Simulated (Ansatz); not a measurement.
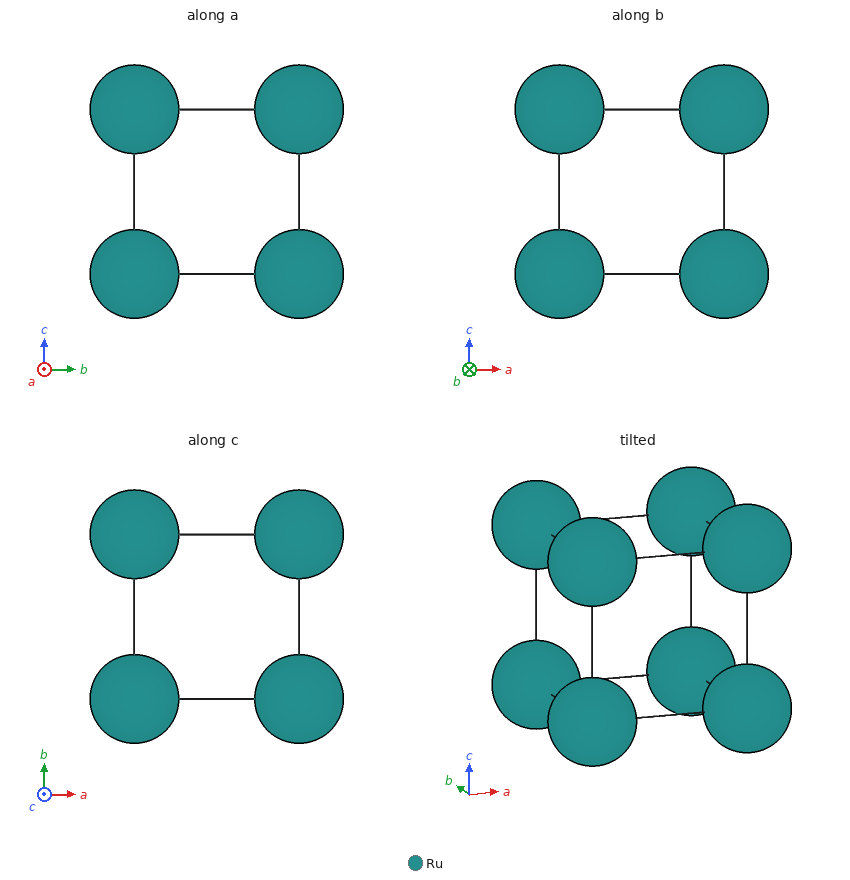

Shown here is a spheres-only view of the crystal, taken along the a axis, along the b axis, along the c axis and slightly off an axis. The conventional unit cell is drawn as a box.

Lattice parameters: a = 2.4474 Å, b = 2.4474 Å, c = 2.4474 Å, α = 90.000°, β = 90.000°, γ = 90.000°.

### Convert the drawing into a CIF with its space group and independent sites.

```cif
data_structure
_symmetry_space_group_name_H-M 'P m -3 m'
_symmetry_Int_Tables_number 221
_cell_length_a 2.4474
_cell_length_b 2.4474
_cell_length_c 2.4474
_cell_angle_alpha 90.000
_cell_angle_beta 90.000
_cell_angle_gamma 90.000
_cell_volume 14.66
loop_
_atom_site_label
_atom_site_type_symbol
_atom_site_symmetry_multiplicity
_atom_site_Wyckoff_symbol
_atom_site_fract_x
_atom_site_fract_y
_atom_site_fract_z
_atom_site_occupancy
Ru1 Ru 1 a 0.0000 0.0000 0.0000 1
```

Provenance: a structure type filled with this element by a generator (whether the element takes this form wasn't checked). Earlier steps of the study may have refined or changed the cell and positions. A calculation with Ansatz used it as input.

At this level of theory the cell isn't at rest (compressed, at 33 GPa), so its distances can differ from those at equilibrium, the more so the softer the solid.
